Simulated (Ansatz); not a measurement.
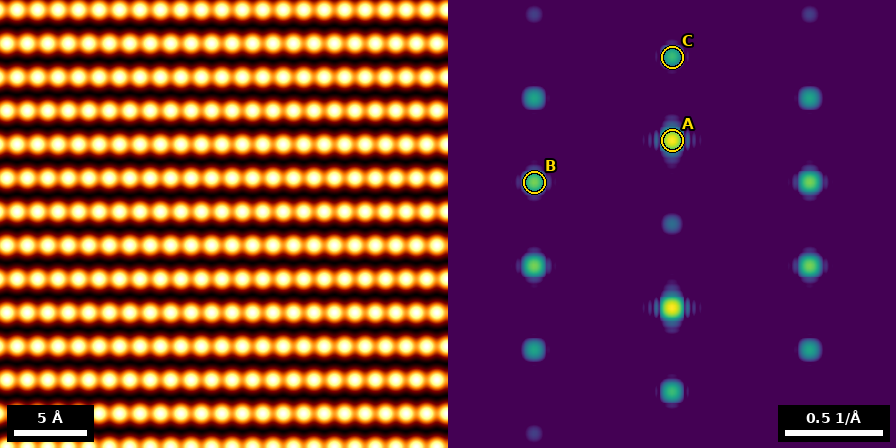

Dark-field STEM-like image of a crystal. The image is simulated as a sum over atoms of Z^1.7, blurred by a 0.94 Å probe (no channelling). The probe carries 15 % of its weight in a tail 2.5 times as wide. The display is stretched by a gamma of 0.65; percentages refer to the linear signal.

The right panel is the modulus of the image's Fourier transform on a logarithmic scale.

Question: Which lattice spacings do the marked spots stand for, and what angle do A and B enclose?

Answer: A: 2.3 Å, B: 1.4 Å, C: 1.2 Å; A and B enclose about 73°.

The crystal is Na (I4_1/amd, No. 141) along [112]; the spots are (2 -2 0), (3 1 -2) and (4 -4 0). Structure used: the end point of a relaxation with DFT PBE, scalar-relativistic, plane waves, PAW (Ansatz 0.2.0); the starting structure was generated, so it need not be a known form of this composition.
